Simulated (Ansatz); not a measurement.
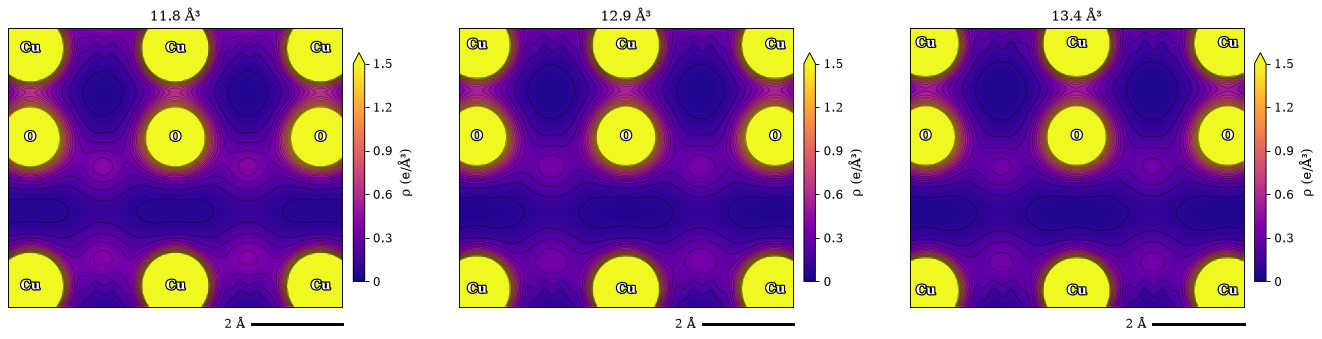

CuO. The valence charge density (pseudo) of cells scaled evenly to different volumes (given per atom above each panel), on the (010) plane of each (indices in the axes of the cell below), at one length scale and on one colour scale.

A generated structure, not necessarily the stable one; built by placing these elements on a known structure type.

Theory: Kohn-Sham DFT of a periodic cell, PBE, Ansatz PAW (Ansatz).

In a PAW calculation such maps are meaningful between the atoms, not at the nuclei.

The largest cell:

```yaml
crystal:
  lattice:
    - [3.35251, 0.00000, 0.00000]
    - [-1.67626, 2.90336, 0.00000]
    - [0.00000, 0.00000, 5.49064]
  atoms:
    - { symbol: Cu, position: [0.66667, 0.33333, 0.00000] }
    - { symbol: Cu, position: [0.33333, 0.66667, 0.50000] }
    - { symbol: O, position: [0.66667, 0.33333, 0.62520] }
    - { symbol: O, position: [0.33333, 0.66667, 0.12520] }
```

| volume (Å³/atom) | Cu–O contact in the plane (Å) | ρ at its midpoint (e/Å³) | pressure (GPa) | 
| --- | --- | --- | --- |
| 11.85 | 1.977 | 0.622 | −2.5 | 
| 12.35 | 2.005 | ? | ? | 
| 12.86 | 2.032 | 0.548 | −10.8 | 
| 13.36 | 2.058 | 0.520 | −13.7 | 

> Estimate the missing row, and compare with the calculation.

Over the known rows ln ρ falls by 2.23 per Å of Cu–O distance (a least-squares line), which gives 0.584 e/Å³ at 2.005 Å; the calculation gives 0.586 e/Å³. For the pressure, a straight line in volume between the neighbouring rows gives −6.6 GPa; the calculation gives −7.2, lower because pressure rises ever faster on compression.
